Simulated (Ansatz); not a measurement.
Ti₆O

The calculation's input:

```
crystal:
  lattice:
    - [5.14, 0.0, 0.0]
    - [-2.57, 4.4513705755, 0.0]
    - [0.0, 0.0, 9.48]
  atoms:
    - { symbol: Ti, position: [0.6667333333, 0.9999666667, 0.125] }
    - { symbol: Ti, position: [3.33333e-05, 0.6667666667, 0.125] }
    - { symbol: Ti, position: [0.3332333333, 0.3332666667, 0.125] }
    - { symbol: Ti, position: [0.9999666667, 0.6667333333, 0.625] }
    - { symbol: Ti, position: [0.6667666667, 3.33333e-05, 0.625] }
    - { symbol: Ti, position: [0.3332666667, 0.3332333333, 0.625] }
    - { symbol: Ti, position: [0.3332666667, 3.33333e-05, 0.875] }
    - { symbol: Ti, position: [0.9999666667, 0.3332333333, 0.875] }
    - { symbol: Ti, position: [0.6667666667, 0.6667333333, 0.875] }
    - { symbol: Ti, position: [3.33333e-05, 0.3332666667, 0.375] }
    - { symbol: Ti, position: [0.3332333333, 0.9999666667, 0.375] }
    - { symbol: Ti, position: [0.6667333333, 0.6667666667, 0.375] }
    - { symbol: O, position: [0.3333333333, 0.6666666667, 0.75] }
    - { symbol: O, position: [0.6666666667, 0.3333333333, 0.25] }
basis:
  ecutwfc: 420
kpoints:
  mp_grid: { grid: [12, 12, 4] }
hamiltonian:
  xc: pbesol
scf:
  occupations: { method: gaussian, width: 0.1 }
output:
  forces: true
  stress: true
  eigenvalues: true
  write_density: true
  write_potential: true
  elf: true
  volumetric_format: npy
relax:
  adjacent_minimum: "off"
  f_tol: 0.01
  max_steps: 40
```

Command:

```sh
ansatz run input.yaml --threads 4 --pin off --max-ram 10240MiB --backend cpu --events-out ev --progress --plain --runs-dir out
```

Below, planes, directions and counts refer to the conventional cell (a = 5.14 Å, b = 5.14 Å, c = 9.48 Å, α = 90.00°, β = 90.00°, γ = 120.00°).

The fields are those of the run's last geometry, not of the input's.

Space group P-31c; computed pressure about −6 GPa in this cell; computed without spin polarisation.

All numbers below come from DFT PBEsol, scalar-relativistic, plane waves, PAW in Ansatz.

In a PAW calculation such maps are meaningful between the atoms, not at the nuclei.

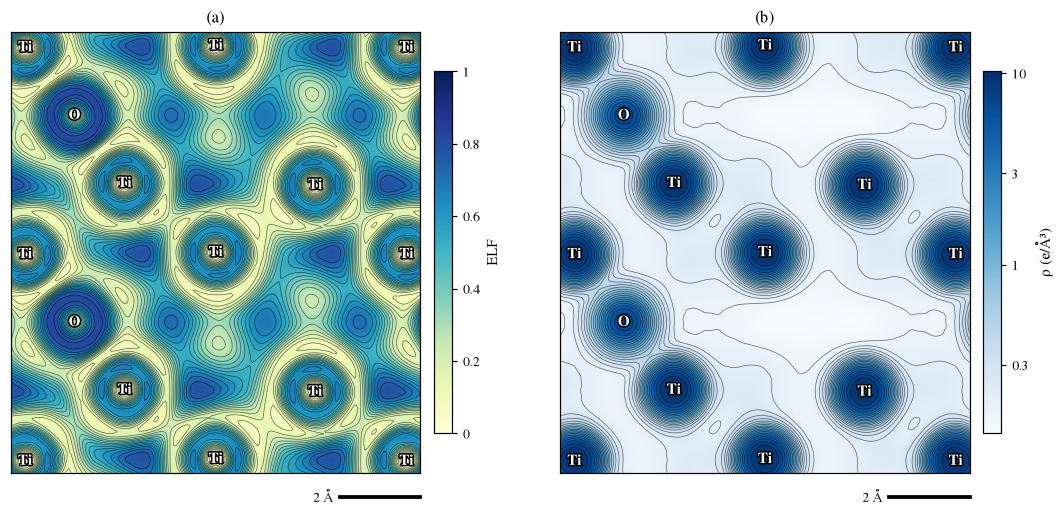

Figure 1. (a) ELF; (b) valence pseudo-density on the (11̄0) plane of the conventional cell.

Q: What do the fields say about this system?

A: Atoms in the plane: Ti and O.
Ti–O (2.09 Å): the density is about 0.48 e/Å³ at the midpoint; the ELF peaks at about 0.80 in the valence shell of O, 0.6 Å from its nucleus, and is about 0.10 at the midpoint: no shared electron pair shows on this line.
Ti–Ti (2.85 Å): the density is about 0.2 e/Å³ at the midpoint; the ELF is about 0.20 at the midpoint: no shared electron pair shows on this line.
Ti–Ti (2.99 Å): ρ at the midpoint is about 0.17 e/Å³; the ELF is about 0.15 at the midpoint; no localised pair shows between them.
Ti–Ti (3.04 Å): ρ is about 0.17 e/Å³ halfway; the ELF is about 0.30 at the midpoint.
Between the atoms the lowest density in this plane is 0.13 e/Å³.
The ELF has a maximum of about 0.80 in the space between the atoms, 1.7 Å from four Ti atoms, on no atom or two-centre bond.
The features right at Ti lie inside the PAW spheres, where the map follows smoothed inner orbitals and isn't to be read closely.

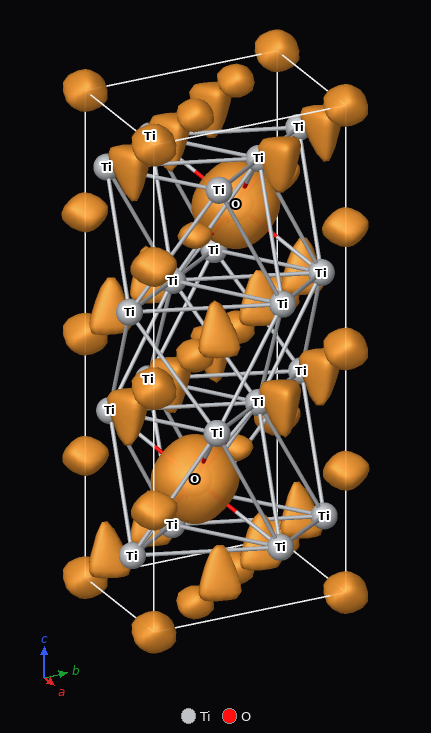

Figure 2. Isosurface of the ELF at 0.65 (orange), seen slightly off an axis. Only the valence region is drawn (cores and ρ < 0.01 e/Å³ removed). Sticks mark near contacts.

Q: What do the ELF domains correspond to?

A: The surface consists of two regions wrapped around O (the valence shell of each) and 22 pockets between the atoms, centred on no nucleus (multi-centre or interstitial), counted in one cell of 14 atoms. Any copies at cell faces, edges or corners count once.


 Ti–Ti (2.83 Å): the ELF is about 0.25 at the midpoint: no shared electron pair shows on this line.

Q: Does the calculation give a band gap?

A: It is metallic or semimetallic at this level of theory: no gap opens; semilocal functionals without U, or without the true magnetic order, often close the gap of such compounds.
